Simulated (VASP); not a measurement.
**Ni: geometry relaxation (part 2 of 2)**

Continued. System: Ni (Fm-3m, 1 atom in the cell). Method: Kohn-Sham DFT of a periodic cell, PBE, VASP PAW PBE potentials, recommended, spin-polarised (VASP 6.6.1); cutoff 520 eV, 20×20×20 k-mesh, Gaussian smearing of 0.3 eV, collinear spins. The structure derives from an entry of the Crystallography Open Database.

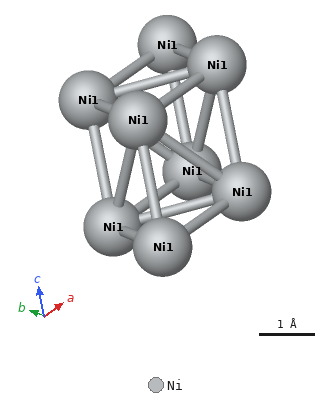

**Figure 1.** The geometry at step 1 of the log (ball-and-stick view of the cell of the calculation, seen slightly off an axis; atoms are numbered from 1 in the order of the input).

Parts of OUTCAR, continued:
```
 -----------------------------------------------------------------------------
  energy-cutoff  :      520.00
  volume of cell :       10.94
      direct lattice vectors                 reciprocal lattice vectors
     0.000000000  1.761935000  1.761935000    -0.283778914  0.283778914  0.283778914
     1.761935000  0.000000000  1.761935000     0.283778914 -0.283778914  0.283778914
     1.761935000  1.761935000  0.000000000     0.283778914  0.283778914 -0.283778914

 POSITION                                       TOTAL-FORCE (eV/Angst)
 -----------------------------------------------------------------------------------
      0.00000      0.00000      0.00000         0.000000      0.000000      0.000000
 -----------------------------------------------------------------------------------
    total drift:                                0.000000      0.000000      0.000000

  FREE ENERGIE OF THE ION-ELECTRON SYSTEM (eV)
  ---------------------------------------------------
  free  energy   TOTEN  =        -5.5086365366 eV

  energy  without entropy=       -5.4351046048  energy(sigma->0) =       -5.47187057

--------------------------------------- Ionic step        2  -------------------------------------------

 number of electron      10.0000009 magnetization       0.6103347

------------------------ aborting loop because EDIFF is reached ----------------------------------------

  FORCE on cell =-STRESS in cart. coord.  units (eV):
  Direction    XX          YY          ZZ          XY          YZ          ZX
  --------------------------------------------------------------------------------------
  -------------------------------------------------------------------------------------
  Total        0.0297701      0.0297701      0.0297701      0.0000000      0.0000000     -0.0000000
  in kB        4.3805128      4.3805128      4.3805128      0.0000000      0.0000000     -0.0000000
  external PRESSURE =       4.3805128 kB  Pullay stress =       0.0000000 kB

 VOLUME and BASIS-vectors are now :
 -----------------------------------------------------------------------------
  energy-cutoff  :      520.00
  volume of cell :       10.89
      direct lattice vectors                 reciprocal lattice vectors
     0.000000000  1.759187736  1.759187736    -0.284222081  0.284222081  0.284222081
     1.759187736  0.000000000  1.759187736     0.284222081 -0.284222081  0.284222081
     1.759187736  1.759187736  0.000000000     0.284222081  0.284222081 -0.284222081

 POSITION                                       TOTAL-FORCE (eV/Angst)
 -----------------------------------------------------------------------------------
      1.75919      1.75919      0.00000         0.000000      0.000000     -0.000000
 -----------------------------------------------------------------------------------
    total drift:                               -0.000000     -0.000000      0.000000

  FREE ENERGIE OF THE ION-ELECTRON SYSTEM (eV)
  ---------------------------------------------------
  free  energy   TOTEN  =        -5.5086364438 eV

  energy  without entropy=       -5.4353956161  energy(sigma->0) =       -5.47201603

--------------------------------------- Ionic step        3  -------------------------------------------

 number of electron      10.0000010 magnetization       0.6110265

 Free energy of the ion-electron system (eV)
  ---------------------------------------------------
  ext. energy  EPLUGINS =         0.00000000
  ---------------------------------------------------
  free energy    TOTEN  =        -5.50867259 eV

  energy without entropy =       -5.43528197  energy(sigma->0) =       -5.47197728

 E-fermi :   9.3140     XC(G=0): -13.2367     alpha+bet :-16.4106

 val. band max:        9.3081183749   @ k =  -0.4000   0.0500   0.0000
 cond. band min:       9.3171368624   @ k =   0.3500   0.1500   0.0500
 fundamental gap:      0.0090184875
 Fermi energy:         9.3140379634

 spin component 1

 k-point     1 :       0.0000    0.0000    0.0000
  band No.  band energies     occupation
      1       0.3415      1.00000
      2       6.9289      1.00000
      3       6.9289      1.00000
      4       6.9289      1.00000
      5       8.0767      1.00000
      6       8.0767      1.00000
      7      33.0265      0.00000
      8      36.8592      0.00000
      9      36.8592      0.00000

 k-point     2 :       0.0500    0.0000    0.0000
  band No.  band energies     occupation
      1       0.4392      1.00000
      2       6.9036      1.00000
      3       6.9509      1.00000
      4       6.9509      1.00000
      5       8.0672      1.00000
      6       8.0672      1.00000
      7      32.7308      0.00000
      8      35.4975      0.00000
      9      36.6129      0.00000

 k-point     3 :       0.1000    0.0000    0.0000
  band No.  band energies     occupation
      1       0.7292      1.00000
      2       6.8335      1.00000
      3       7.0103      1.00000
      4       7.0103      1.00000
      5       8.0451      1.00000
      6       8.0451      1.00000
      7      31.2598      0.00000
      8      34.2857      0.00000
      9      36.0995      0.00000

 k-point     4 :       0.1500    0.0000    0.0000
  band No.  band energies     occupation
      1       1.2000      1.00000
      2       6.7368      1.00000
      3       7.0860      1.00000
      4       7.0860      1.00000
      5       8.0307      1.00000
      6       8.0307      1.00000
      7      28.8344      0.00000
      8      33.8738      0.00000
      9      35.5627      0.00000

 k-point     5 :       0.2000    0.0000    0.0000
  band No.  band energies     occupation
      1       1.8286      1.00000
      2       6.6447      1.00000
      3       7.1427      1.00000
      4       7.1427      1.00000
      5       8.0565      1.00000
      6       8.0565      1.00000
      7      26.2532      0.00000
      8      33.5369      0.00000
      9      35.0884      0.00000

 [... the levels of 18 k-points are left out ...]

 k-point    24 :      -0.3500    0.0500    0.0000
  band No.  band energies     occupation
      1       4.1739      1.00000
      2       7.0039      1.00000
      3       7.0577      1.00000
      4       7.1764      1.00000
      5       8.4198      0.99999
      6       8.7668      0.99506
      7      18.4542      0.00000
      8      30.9796      0.00000
      9      33.3382      0.00000

 [... further k-points ...]

 spin component 2

 k-point     1 :       0.0000    0.0000    0.0000
  band No.  band energies     occupation
      1       0.3106      1.00000
      2       7.6463      1.00000
      3       7.6463      1.00000
      4       7.6463      1.00000
      5       8.6706      0.99879
      6       8.6706      0.99879
      7      32.8700      0.00000
      8      36.8493      0.00000
      9      36.8493      0.00000

 k-point     2 :       0.0500    0.0000    0.0000
  band No.  band energies     occupation
      1       0.4084      1.00000
      2       7.6177      1.00000
      3       7.6692      1.00000
      4       7.6692      1.00000
      5       8.6605      0.99897
      6       8.6605      0.99897
      7      32.6056      0.00000
      8      35.4953      0.00000
      9      36.6213      0.00000

 k-point     3 :       0.1000    0.0000    0.0000
  band No.  band energies     occupation
      1       0.6989      1.00000
      2       7.5379      1.00000
      3       7.7299      1.00000
      4       7.7299      1.00000
      5       8.6380      0.99928
      6       8.6380      0.99928
      7      31.2507      0.00000
      8      34.2055      0.00000
      9      36.1367      0.00000

 k-point     4 :       0.1500    0.0000    0.0000
  band No.  band energies     occupation
      1       1.1718      1.00000
      2       7.4243      1.00000
      3       7.8021      1.00000
      4       7.8021      1.00000
      5       8.6287      0.99938
      6       8.6287      0.99938
      7      28.8952      0.00000
      8      33.7608      0.00000
      9      35.6232      0.00000

 k-point     5 :       0.2000    0.0000    0.0000
  band No.  band energies     occupation
      1       1.8069      1.00000
      2       7.3057      1.00000
      3       7.8424      1.00000
      4       7.8424      1.00000
      5       8.6737      0.99873
      6       8.6737      0.99873
      7      26.3537      0.00000
      8      33.4189      0.00000
      9      35.1657      0.00000

 [... the levels of 18 k-points are left out ...]

 k-point    24 :      -0.3500    0.0500    0.0000
  band No.  band energies     occupation
      1       4.3788      1.00000
      2       7.5240      1.00000
      3       7.6337      1.00000
      4       7.6776      1.00000
      5       9.1303      0.80679
      6       9.4432      0.27138
      7      18.6884      0.00000
      8      30.9501      0.00000
      9      33.3388      0.00000

 [... further k-points ...]

------------------------ aborting loop because EDIFF is reached ----------------------------------------

  FORCE on cell =-STRESS in cart. coord.  units (eV):
  Direction    XX          YY          ZZ          XY          YZ          ZX
  --------------------------------------------------------------------------------------
  -------------------------------------------------------------------------------------
  Total        0.0011496      0.0011496      0.0011496     -0.0000000      0.0000000      0.0000000
  in kB        0.1687539      0.1687539      0.1687539     -0.0000000      0.0000000      0.0000000
  external PRESSURE =       0.1687539 kB  Pullay stress =       0.0000000 kB

 VOLUME and BASIS-vectors are now :
 -----------------------------------------------------------------------------
  energy-cutoff  :      520.00
  volume of cell :       10.91
      direct lattice vectors                 reciprocal lattice vectors
     0.000000000  1.760590856  1.760590856    -0.283995568  0.283995568  0.283995568
     1.760590856  0.000000000  1.760590856     0.283995568 -0.283995568  0.283995568
     1.760590856  1.760590856  0.000000000     0.283995568  0.283995568 -0.283995568

 POSITION                                       TOTAL-FORCE (eV/Angst)
 -----------------------------------------------------------------------------------
      0.00000      0.00000      0.00000         0.000000     -0.000000     -0.000000
 -----------------------------------------------------------------------------------
    total drift:                                0.000000      0.000000      0.000000

  FREE ENERGIE OF THE ION-ELECTRON SYSTEM (eV)
  ---------------------------------------------------
  free  energy   TOTEN  =        -5.5086725896 eV

  energy  without entropy=       -5.4352819681  energy(sigma->0) =       -5.47197728

 reached required accuracy - stopping structural energy minimisation

 total charge

# of ion       s       p       d       tot
------------------------------------------
    1        0.496   0.495   8.313   9.304

 magnetization (x)

# of ion       s       p       d       tot
------------------------------------------
    1       -0.006  -0.024   0.652   0.622
```

CONTCAR:
```
Ni
   1.00000000000000
     0.0000000000000000    1.7605908559937899    1.7605908559937899
     1.7605908559937899    0.0000000000000000    1.7605908559937899
     1.7605908559937899    1.7605908559937899    0.0000000000000000
  Ni
     1
Direct
     0.0000000000000000    0.0000000000000000    0.0000000000000000

  0.00000000E+00  0.00000000E+00  0.00000000E+00
```

Trajectory as extended XYZ (Å, eV, eV/Å), 3 frames, from step=0 to step=2:
```
1
Lattice="0.0000 1.7619 1.7619 1.7619 0.0000 1.7619 1.7619 1.7619 0.0000" Properties=species:S:1:pos:R:3:forces:R:3 step=0 energy=-5.50864
Ni    0.0000    0.0000    0.0000    0.0000   0.0000   0.0000
1
Lattice="0.0000 1.7592 1.7592 1.7592 0.0000 1.7592 1.7592 1.7592 0.0000" Properties=species:S:1:pos:R:3:forces:R:3 step=1 energy=-5.50864
Ni    1.7592    1.7592    0.0000    0.0000   0.0000   0.0000
1
Lattice="0.0000 1.7606 1.7606 1.7606 0.0000 1.7606 1.7606 1.7606 0.0000" Properties=species:S:1:pos:R:3:forces:R:3 step=2 energy=-5.50867
Ni    0.0000    0.0000    0.0000    0.0000   0.0000   0.0000
```

This output came from the following input.

INCAR:
```
SYSTEM = Ni
ALGO     = Fast           ! electronic algorithm
EDIFF    = 1E-7           ! SCF threshold, eV
EDIFFG   = -0.002         ! ionic threshold
ENCUT    = 520            ! plane-wave cutoff, eV
GGA      = PE             ! functional
IBRION   = 2              ! ionic algorithm
ISIF     = 3              ! what is computed and relaxed
ISMEAR   = 0              ! smearing method
ISPIN    = 2              ! spin polarisation
LASPH    = .TRUE.         ! aspherical terms in the spheres
LCHARG   = .FALSE.        ! write CHGCAR
LMAXMIX  = 4              ! l up to which the mixer works
LORBIT   = 11             ! projections on sites
LREAL    = .FALSE.        ! projectors in reciprocal space
LWAVE    = .FALSE.        ! write WAVECAR
MAGMOM   = 0.8            ! initial moments
NELM     = 150            ! most SCF steps
NSW      = 80             ! ionic steps
PREC     = Accurate       ! precision mode
SIGMA    = 0.3            ! smearing width, eV
```

KPOINTS:
```
k-points
0
G
  20 20 20
  0 0 0
```

POSCAR:
```
Ni
1.0
    0.0000000000      1.7619350000      1.7619350000
    1.7619350000      0.0000000000      1.7619350000
    1.7619350000      1.7619350000      0.0000000000
Ni
1
Direct
    0.0000000000      0.0000000000      0.0000000000
```

Run as:
```bash
cat potpaw_PBE.64/Ni/POTCAR > POTCAR
mpirun -np 1 vasp_std > vasp.out
```

Results in brief:

```csv
quantity,value
outcome,converged
space group (tolerance 0.01 Å),Fm-3m (225)
electrons treated,10
free energy,−5.5087 eV
gap on the k-point mesh,none (metallic)
net moment of the cell,0.61 μB
pressure,0.02 GPa
final volume,10.91 Å³
largest force (length of the vector) at the end,under 0.001 eV/Å
final cell,"a = 2.490 Å, b = 2.490 Å, c = 2.490 Å, α = 60.00°, β = 60.00°, γ = 60.00°"
hardware,"1 thread of Intel Xeon (Granite Rapids), 128 GiB of memory available, shared host"
wall time,57 s
peak memory,0.17 GiB
```
